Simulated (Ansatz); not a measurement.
**Geometry relaxation, with input and output: In2O3 (part 1 of 3)**

System: In2O3 (Ia-3, 40 atoms in the cell).
Method: DFT PBE, scalar-relativistic, plane waves, PAW, no spin polarisation (Ansatz 0.2.0).

The structure derives from an entry of the Crystallography Open Database. Figures and captions count atoms from 1; the log counts them from 0 in places.

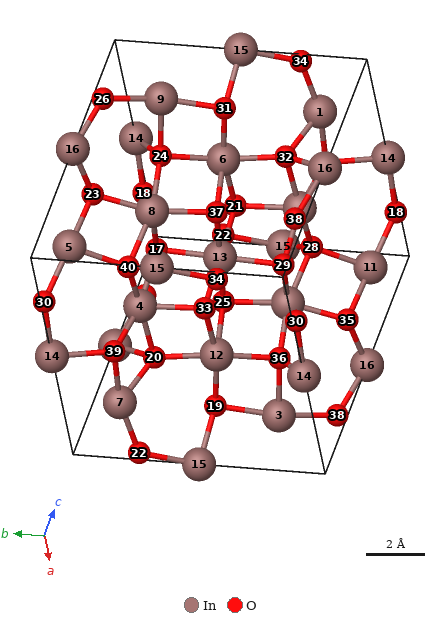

Figure 1. The structure as given in the input (ball-and-stick view of the cell of the calculation, seen at an oblique angle; atoms are numbered from 1 in the order of the input). Near neighbours in the crystal (not all of them lie inside the picture): In has 6 O at 2.16 to 2.25 Å; O has 4 In at 2.16 to 2.25 Å.

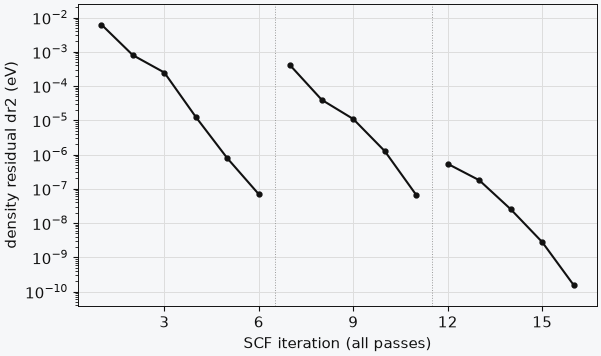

Figure 2. Convergence of the self-consistent field: density residual dr2 against the SCF iteration. The dotted lines part the SCF passes of the relaxation: geometry steps, rejected trials and re-solves on a re-selected basis. The passes take 6, 5 and 5 iterations.

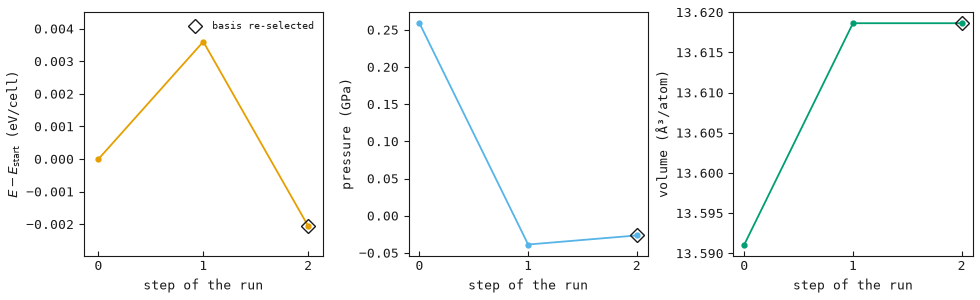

Figure 3. Progress of the relaxation, step by step (the first geometry is step 0 here and step 1 in the log). Over 1 geometry step the energy rises by 3.6 meV per cell of the calculation. The largest force component goes from 0.005 to 0.004 eV/Å. The pressure goes from 0.26 to −0.03 GPa. The atoms keep their places relative to the cell (all moves are under 0.005 Å). A last SCF at the same geometry on a re-selected plane-wave basis shifts the energy by −5.7 meV per cell of the calculation.

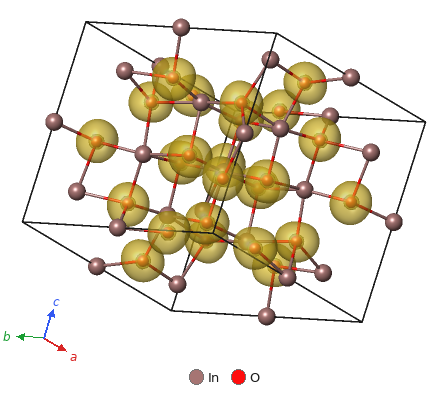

Figure 4. Isosurface of the ELF at 0.65 (yellow), seen at an oblique angle. Core shells and regions of very low density are left out. Sticks mark near contacts. The outline is the calculation cell. Along the contacts the grid gives the following. In–O (2.16 Å): the ELF is about 0.15 at the midpoint. In–O (2.21 Å): the ELF is about 0.15 at the midpoint. The fields are those of the smooth PAW valence density.

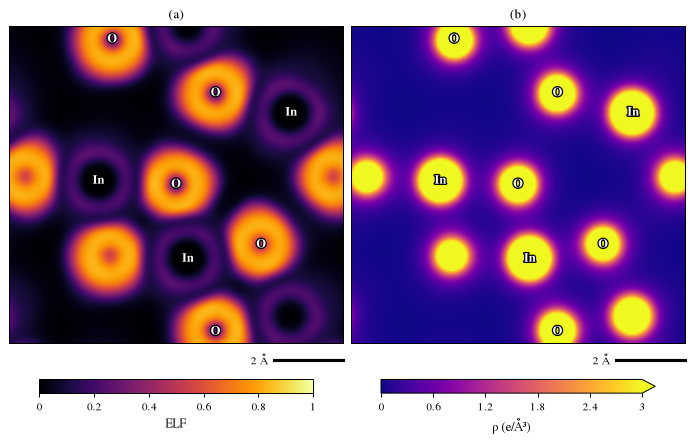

Figure 5. (a) ELF; (b) valence electron density on the (010) plane of the calculation cell. The section cuts through In and O sites. In–O (2.16 Å): the density is about 0.51 e/Å³ at the midpoint; the ELF is about 0.15 at the midpoint. In–O (2.24 Å): ρ is about 0.44 e/Å³ halfway; the ELF is about 0.15 at the midpoint. In–O (2.25 Å): the density is about 0.43 e/Å³ at the midpoint; the ELF is about 0.15 at the midpoint. Away from the nuclei the density in this plane falls to 0.02 e/Å³ at its lowest.

The input and output of the run follow.

Input
```yaml
crystal:
  lattice:
    - [-5.1414414377, 5.1414414377, 5.1414414377]
    - [5.1414414377, -5.1414414377, 5.1414414377]
    - [5.1414414377, 5.1414414377, -5.1414414377]
  atoms:
    - { symbol: In, position: [0.25, 0.2161734441, 0.9661734441] }
    - { symbol: In, position: [0.75, 0.2838265559, 0.5338265559] }
    - { symbol: In, position: [0.9661734441, 0.25, 0.2161734441] }
    - { symbol: In, position: [0.5338265559, 0.75, 0.2838265559] }
    - { symbol: In, position: [0.2161734441, 0.9661734441, 0.25] }
    - { symbol: In, position: [0.2838265559, 0.5338265559, 0.75] }
    - { symbol: In, position: [0.75, 0.7838265559, 0.0338265559] }
    - { symbol: In, position: [0.25, 0.7161734441, 0.4661734441] }
    - { symbol: In, position: [0.0338265559, 0.75, 0.7838265559] }
    - { symbol: In, position: [0.4661734441, 0.25, 0.7161734441] }
    - { symbol: In, position: [0.7838265559, 0.0338265559, 0.75] }
    - { symbol: In, position: [0.7161734441, 0.4661734441, 0.25] }
    - { symbol: In, position: [0.5, 0.5, 0.5] }
    - { symbol: In, position: [0.5, 0.0, 0.0] }
    - { symbol: In, position: [0.0, 0.5, 0.0] }
    - { symbol: In, position: [0.0, 0.0, 0.5] }
    - { symbol: O, position: [0.5368784405, 0.772130319, 0.5443271309] }
    - { symbol: O, position: [0.7278031882, 0.9925513097, 0.9556728691] }
    - { symbol: O, position: [0.9631215595, 0.5074486903, 0.2352518785] }
    - { symbol: O, position: [0.7721968118, 0.727869681, 0.2647481215] }
    - { symbol: O, position: [0.5443271309, 0.5368784405, 0.772130319] }
    - { symbol: O, position: [0.9556728691, 0.7278031882, 0.9925513097] }
    - { symbol: O, position: [0.2352518785, 0.9631215595, 0.5074486903] }
    - { symbol: O, position: [0.2647481215, 0.7721968118, 0.727869681] }
    - { symbol: O, position: [0.772130319, 0.5443271309, 0.5368784405] }
    - { symbol: O, position: [0.9925513097, 0.9556728691, 0.7278031882] }
    - { symbol: O, position: [0.5074486903, 0.2352518785, 0.9631215595] }
    - { symbol: O, position: [0.727869681, 0.2647481215, 0.7721968118] }
    - { symbol: O, position: [0.4631215595, 0.227869681, 0.4556728691] }
    - { symbol: O, position: [0.2721968118, 0.0074486903, 0.0443271309] }
    - { symbol: O, position: [0.0368784405, 0.4925513097, 0.7647481215] }
    - { symbol: O, position: [0.2278031882, 0.272130319, 0.7352518785] }
    - { symbol: O, position: [0.4556728691, 0.4631215595, 0.227869681] }
    - { symbol: O, position: [0.0443271309, 0.2721968118, 0.0074486903] }
    - { symbol: O, position: [0.7647481215, 0.0368784405, 0.4925513097] }
    - { symbol: O, position: [0.7352518785, 0.2278031882, 0.272130319] }
    - { symbol: O, position: [0.227869681, 0.4556728691, 0.4631215595] }
    - { symbol: O, position: [0.0074486903, 0.0443271309, 0.2721968118] }
    - { symbol: O, position: [0.4925513097, 0.7647481215, 0.0368784405] }
    - { symbol: O, position: [0.272130319, 0.7352518785, 0.2278031882] }
basis:
  ecutwfc: 420
kpoints:
  mp_grid: { grid: [4, 4, 4] }
hamiltonian:
  xc: pbe
scf:
  occupations: { method: gaussian, width: 0.02 }
output:
  forces: true
  stress: true
  eigenvalues: true
  write_density: true
  write_potential: true
  elf: true
  volumetric_format: npy
relax:
  adjacent_minimum: "off"
  f_tol: 0.005
  max_steps: 80
  cell: { stress_tol: 0.05 }
```

Launched with:
```bash
ansatz run input.yaml --threads 8 --pin off --max-ram 22528MiB --backend cpu --events-out ev --progress --plain --runs-dir out
```

What the program printed
```
Engine: ansatz 0.2.0, x86_64-unknown-linux-gnu
Pseudopotentials: kind: paw
Pseudopotential: In, paw, valence charge 13, recommended cutoff 420 eV (normal), In.paw.azcp
Pseudopotential: O, paw, valence charge 6, recommended cutoff 420 eV (normal), O.paw.azcp
Functional definition: PBE
  parameter kappa = 0.804
  parameter beta = 0.06672455060314922
  exchange = pbe_x(kappa = kappa, mu = beta*pi^2/3)
  correlation = pbe_c(beta = beta)
Crystal: 40 atoms, lattice volume = 543.644 Å³
Basis set: ecut = 420 eV, 10641 PW (Γ), exchange–correlation on 120×120×120 points (8 copies of the dense FFT grid, shifted against one another)
Bands: 216, of which v1, the nominal top of the filled ones, is band 176 counted from 1 (175 counted from 0)
Symmetry: 24 space group operations
Space group: Ia-3 (ITA 206), of the structure as read, at distance tolerance 8.2e-5 Å
k-points: 8 of 64
Non-local potential: In, projectors of the file, l = 0: 2, l = 1: 2, l = 2: 2, l = 3: 2
Non-local potential: O, projectors of the file, l = 0: 2, l = 1: 2, l = 2: 1
PAW form: soft (Blöchl's): semilocal exchange-correlation on the pseudo side does not see the compensation charge
PAW one-centre angular grid: In, 590 points (default); XC on 64 Gauss nodes
PAW one-centre angular grid: O, 110 points (default); XC on 64 Gauss nodes
Initial density: superposition of atomic densities (neutral atoms: chi_scale 0, normalization atom), corrected by the library's trained network
Initial wavefunctions: pseudopotential atomic-orbital guess
Functional: x = pbe(κ = 0.804, μ = 0.2195149727645171), c = pbe(β = 0.06672455060314922)
SCF iter   1: F=—  HF=-103187.002376 eV  |F-HF|=—  |Δ(HF+E_count)|=         —  Δρ=1.49e-3  dr2=6.26e-3  ethr=1.77e-3  ⟨swp⟩=6.0  Hψ=6582  notcnv=0  defer=2
preconditioner: auto → Resta (q_TF=auto, 2.538 Å⁻¹)  ε∞=4.6  [insulator: Δε(μ)=0.938 eV  Ē_g=15.846 eV  σ=0.020 eV  W_gap=1.00  n_scr=140 (ndim 8)  ℏωp=29.9 eV  f_vac=0.058  D(μ)=0.00/eV (n_scr^D=0)  ε∞_Penn≈4.6]
SCF iter   2: F=—  HF=-103187.004865 eV  |F-HF|=—  |Δ(HF+E_count)|=   2.49e-3  Δρ=6.66e-4  dr2=7.97e-4  ethr=1.78e-6  ⟨swp⟩=2.0  Hψ=3413  notcnv=0  defer=250
SCF iter   3: F=—  HF=-103187.006247 eV  |F-HF|=—  |Δ(HF+E_count)|=   1.38e-3  Δρ=3.08e-4  dr2=2.48e-4  ethr=2.26e-7  ⟨swp⟩=2.1  Hψ=1952  notcnv=0  defer=250
SCF iter   4: F=—  HF=-103187.006709 eV  |F-HF|=—  |Δ(HF+E_count)|=   4.62e-4  Δρ=4.57e-5  dr2=1.25e-5  ethr=7.04e-8  ⟨swp⟩=2.0  Hψ=2855  notcnv=0  defer=250
SCF iter   5: F=—  HF=-103187.005695 eV  |F-HF|=—  |Δ(HF+E_count)|=   1.01e-3  Δρ=1.03e-5  dr2=7.81e-7  ethr=3.56e-9  ⟨swp⟩=2.0  Hψ=2830  notcnv=0  defer=250
SCF iter   6: F=-103187.005696 eV  HF=-103187.005696 eV  |F-HF|=6.12e-8  |Δ(HF+E_count)|=   1.07e-6  Δρ=3.20e-6  dr2=6.94e-8  ethr=2.84e-11  ⟨swp⟩=15.1  Hψ=13268  notcnv=0
SCF 1 converged in 6 iterations: F = -103187.005696 eV  dr2 = 6.94e-8
  greatest PAW one-centre occupation: 0.990 electrons in one spin orbital (limit 2), on the In atom at site 15 (counted from 0), in its partial waves of l = 2
relax step   1: F+E_penalty+E_count = -103187.00569644 eV  Δ(F+E_penalty+E_count) = +0.000e0 eV  max|allowed force component| = 5.016e-3 eV/Å  Δτ_max = 0.0000 Å  P = +0.259 GPa  Ω = 543.644 Å³  (6 SCF iters, dr2 threshold 1.00e-7 eV, accepted)
Crystal: 40 atoms, lattice volume = 544.746 Å³
Initial density: handed on by an earlier stage of this run
Initial wavefunctions: those handed on with the density
iter 1 solved again at ethr=1.14e-7 eV; its pass at ethr=3.10e-3 eV (dr2=4.01e-4 eV) is discarded
SCF iter   1: F=—  HF=-103187.003247 eV  |F-HF|=—  |Δ(HF+E_count)|=         —  Δρ=2.99e-4  dr2=3.99e-4  ethr=1.14e-7  ⟨swp⟩=2.0  Hψ=6391  notcnv=0
preconditioner: auto → Resta (q_TF=auto, 2.537 Å⁻¹)  ε∞=4.6  [insulator: Δε(μ)=0.935 eV  Ē_g=15.831 eV  σ=0.020 eV  W_gap=1.00  n_scr=140 (ndim 8)  ℏωp=29.8 eV  f_vac=0.059  D(μ)=0.00/eV (n_scr^D=0)  ε∞_Penn≈4.6]
SCF iter   2: F=—  HF=-103187.003190 eV  |F-HF|=—  |Δ(HF+E_count)|=   5.66e-5  Δρ=9.63e-5  dr2=3.95e-5  ethr=1.13e-7  ⟨swp⟩=3.0  Hψ=3137  notcnv=0
SCF iter   3: F=—  HF=-103187.002091 eV  |F-HF|=—  |Δ(HF+E_count)|=   1.10e-3  Δρ=4.31e-5  dr2=1.09e-5  ethr=1.12e-8  ⟨swp⟩=3.0  Hψ=3203  notcnv=0
SCF iter   4: F=—  HF=-103187.002092 eV  |F-HF|=—  |Δ(HF+E_count)|=   1.62e-6  Δρ=1.36e-5  dr2=1.26e-6  ethr=3.11e-9  ⟨swp⟩=2.1  Hψ=3137  notcnv=0
SCF iter   5: F=-103187.002093 eV  HF=-103187.002093 eV  |F-HF|=1.13e-7  |Δ(HF+E_count)|=   1.01e-6  Δρ=3.20e-6  dr2=6.59e-8  ethr=4.76e-11  ⟨swp⟩=9.6  Hψ=12665  notcnv=0
SCF 2 converged in 5 iterations: F = -103187.002093 eV  dr2 = 6.59e-8
  greatest PAW one-centre occupation: 0.990 electrons in one spin orbital (limit 2), on the In atom at site 12 (counted from 0), in its partial waves of l = 2
relax step   2: F+E_penalty+E_count = -103187.00209339 eV  Δ(F+E_penalty+E_count) = +3.603e-3 eV  max|allowed force component| = 3.958e-3 eV/Å  Δτ_max = 0.0011 Å  P = -0.039 GPa  Ω = 544.746 Å³  energy of the carried Pulay correction = -4.386e-3 eV  (5 SCF iters, dr2 threshold 1.68e-7 eV, accepted)
Initial wavefunctions: pseudopotential atomic-orbital guess (no wavefunctions were taken with the density)
iter 1 solved again at ethr=4.35e-9 eV; its pass at ethr=3.10e-3 eV (dr2=1.53e-5 eV) is discarded
SCF iter   1: F=—  HF=-103187.007718 eV  |F-HF|=—  |Δ(HF+E_count)|=         —  Δρ=3.95e-5  dr2=5.35e-7  ethr=4.35e-9  ⟨swp⟩=4.0  Hψ=13145  notcnv=0
preconditioner: auto → Resta (q_TF=auto, 2.537 Å⁻¹)  ε∞=4.6  [insulator: Δε(μ)=0.937 eV  Ē_g=15.833 eV  σ=0.020 eV  W_gap=1.00  n_scr=140 (ndim 8)  ℏωp=29.8 eV  f_vac=0.059  D(μ)=0.00/eV (n_scr^D=0)  ε∞_Penn≈4.6]
SCF iter   2: F=—  HF=-103187.007726 eV  |F-HF|=—  |Δ(HF+E_count)|=   7.93e-6  Δρ=1.98e-5  dr2=1.78e-7  ethr=1.52e-10  ⟨swp⟩=2.0  Hψ=2606  notcnv=0
SCF iter   3: F=—  HF=-103187.007752 eV  |F-HF|=—  |Δ(HF+E_count)|=   2.54e-5  Δρ=5.62e-6  dr2=2.53e-8  ethr=5.05e-11  ⟨swp⟩=2.0  Hψ=2227  notcnv=0
SCF iter   4: F=—  HF=-103187.007753 eV  |F-HF|=—  |Δ(HF+E_count)|=   1.72e-6  Δρ=7.18e-7  dr2=2.78e-9  ethr=7.19e-12  ⟨swp⟩=2.0  Hψ=3136  notcnv=0
SCF iter   5: F=-103187.007753 eV  HF=-103187.007753 eV  |F-HF|=8.73e-11  |Δ(HF+E_count)|=   2.45e-8  Δρ=1.63e-7  dr2=1.54e-10  ethr=1.00e-12  ⟨swp⟩=5.4  Hψ=8823  notcnv=0
SCF 3 converged in 5 iterations: F = -103187.007753 eV  dr2 = 1.54e-10
relax step   3: F+E_penalty+E_count = -103187.00775349 eV  Δ(F+E_penalty+E_count) = -5.660e-3 eV  max|allowed force component| = 4.037e-3 eV/Å  Δτ_max = 0.0000 Å  P = -0.026 GPa  Ω = 544.746 Å³  stress off target by 2.65e-2 GPa  SCF on the basis re-selected at this cell (its energy is not comparable with the rows above)  (5 SCF iters)
basis re-selected at this cell: Δ(F+E_penalty+E_count) = -5.660e-3 eV, ΔP = +0.012 GPa vs the last step (what re-selecting the basis moved, of the pressure what is left beyond the Pulay correction that the steps carried, after the strain that the cell walked since its last selection, with what the two solves' SCF thresholds leave and, on support functions, any second-order correction that the steps lacked; it is no measure of the basis error at this ecutwfc). This SCF's stress stands 2.65e-2 GPa from its target on what of the cell is left free (relax.cell.stress_tol is 5.00e-2 GPa) and its largest allowed force component is 4.04e-3 eV/Å (relax.f_tol is 5.00e-3 eV/Å): within both
SCF converged after 5 iterations
Free energy (F): -103187.007753 eV
Harris-Foulkes:  -103187.007753 eV  (|F-HF|=8.73e-11)
Internal energy: -103187.007753 eV  (E = F + TS)
E sigma→0 (E₀):  -103187.007753 eV
Fermi energy:    8.524121 eV
--- Per-component energies (eV) ---
  E_band       = -192.055844
  E_kinetic    = 8108.811135
  E_local      = -25036.935876  (includes V_loc(G=0)·N_el)
  E_nonlocal   = 7091.640739
  E_hartree    = 9654.745087
  E_xc         = -5184.741481
  E_vxc        = -3814.831065  (∫ρ·V_xc dr)
  E_paw        = -70364.810364  (= ΣΔE_a)
  E_vpaw       = -5850.288844  (= ΣTr[D̂ρ^β])
  E_aug_tail   = 0.057784  (compensation charges beyond the density's cutoff)
  E_ewald      = -27455.774776
  E_smearing   = -0.000000  (= −TS)
  E_closure    = 0.000000  (closes the sum)
  Σ components = -103187.007753   (vs F -103187.007753, Δ=0.00e0)
```
